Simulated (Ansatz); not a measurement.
CuNi$_{2}$

The calculation's input:

```
crystal:
  lattice:
    - [2.5034555798, 0.0, 0.0]
    - [-1.2517277899, 2.1680561294, 0.0]
    - [0.0, 0.0, 12.4114990383]
  atoms:
    - { symbol: Cu, position: [0.3333333333, 0.6666666667, 0.0860032061] }
    - { symbol: Cu, position: [0.6666666667, 0.3333333333, 0.9139967939] }
    - { symbol: Ni, position: [0.3333333333, 0.6666666667, 0.7452171251], spin: 0.53 }
    - { symbol: Ni, position: [0.3333333333, 0.6666666667, 0.4181902465], spin: 0.73 }
    - { symbol: Ni, position: [0.6666666667, 0.3333333333, 0.2547828749], spin: 0.53 }
    - { symbol: Ni, position: [0.6666666667, 0.3333333333, 0.5818097535], spin: 0.73 }
basis:
  ecutwfc: 420
kpoints:
  mp_grid: { grid: [18, 18, 4] }
  band_path:
    path:
      - [[0.0, 0.0, 0.0], [0.5, 0.0, 0.0], [0.33333333, 0.33333333, 0.0], [0.0, 0.0, 0.0], [0.0, 0.0, 0.5], [0.5, 0.0, 0.5], [0.33333333, 0.33333333, 0.5], [0.0, 0.0, 0.5]]
      - [[0.5, 0.0, 0.5], [0.5, 0.0, 0.0]]
      - [[0.33333333, 0.33333333, 0.5], [0.33333333, 0.33333333, 0.0]]
    npoints: 14
hamiltonian:
  xc: pbesol
scf:
  occupations: { method: gaussian, width: 0.1 }
  n_extra_bands: 15
output:
  forces: true
  stress: true
  eigenvalues: true
  populations: true
  dos: { projected: true, de: 0.02, nscf_kmesh: { grid: [22, 22, 5] } }
  bader: true
  write_density: true
  write_potential: true
  elf: true
  volumetric_format: npy
magnetization:
  spin_polarized: true
```

Launched as:

```sh
ansatz run input.yaml --threads 1 --pin off --max-ram 2560MiB --backend cpu --events-out ev --progress --plain --runs-dir out
```

Below, planes, directions and counts refer to the conventional cell (a = 2.50 Å, b = 2.50 Å, c = 12.41 Å, α = 90.00°, β = 90.00°, γ = 120.00°).

Space group P-3m1; a structure generated by program, which may or may not match a known phase; computed pressure about −9 GPa in this cell; spin-polarised.

Theory: Ansatz 0.2.0, DFT PBEsol, scalar-relativistic, plane waves, PAW.

Core electrons are frozen (PAW), and the valence fields are smoothed inside the atomic spheres.

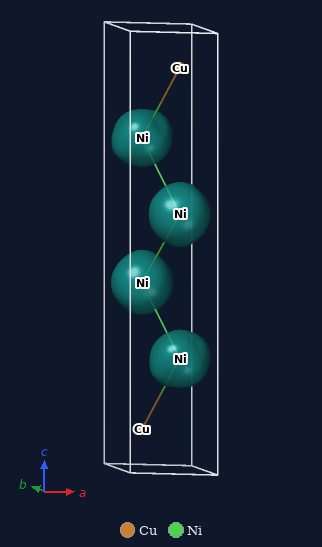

Figure 1. Isosurface of the magnetisation density (up minus down) at +0.02 e/Å³ (teal), seen slightly off an axis. Sticks mark near contacts.

> Where is the spin, and how is it ordered?

The spin density sits on Ni: +0.7 μB (×2) and +0.5 μB (×2) in one cell of 6 atoms: parallel main moments (a ferromagnetic arrangement) in this solution. The cell of the calculation (6 atoms) carries 2.1 μB of net spin moment.

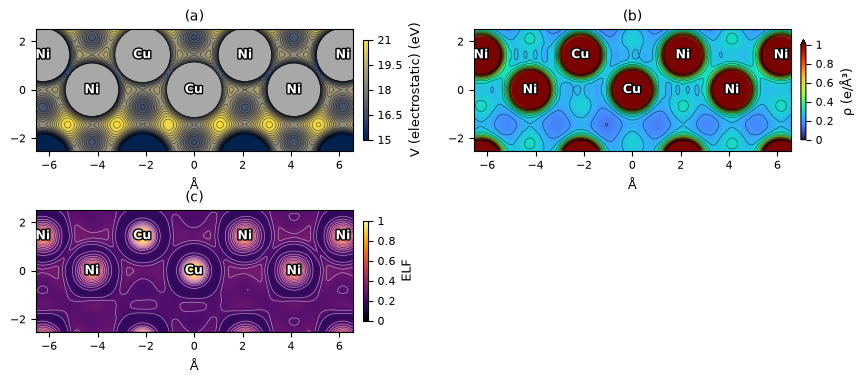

Figure 2. (a) electrostatic potential (local pseudopotential plus Hartree) felt by an electron; (b) valence electron density; (c) ELF on the (110) plane of the conventional cell. Grey discs cover the atomic cores in the potential map.

> What do the fields say about this system?

The plane passes through Cu and Ni nuclei.
Ni–Ni (2.49 Å): the density is about 0.32 e/Å³ at the midpoint; the ELF is about 0.25 at the midpoint; no localised pair shows between them.
Cu–Ni (2.55 Å): ρ at the midpoint is about 0.28 e/Å³; the ELF is about 0.25 at the midpoint; no shared electron pair shows on this line.
Cu–Cu (2.58 Å): the density is about 0.26 e/Å³ at the midpoint; the ELF is about 0.20 at the midpoint (no shared electron pair shows on this line).
Between the atoms the lowest density in this plane is 0.15 e/Å³.
The features right at Cu and Ni lie inside the PAW spheres, where the map follows smoothed inner orbitals and isn't to be read closely.
Outside the cores the potential energy rises away from the atoms and is highest about 1.7 Å from the nearest atoms; its zero is arbitrary.

> Which way does charge flow, and how much by Bader's partition?

Very little charge moves. Bader charges: Cu +0.02 and Ni −0.01 e.

> Metal or insulator at this level of theory?

It is gapless in this calculation (a metal or semimetal).
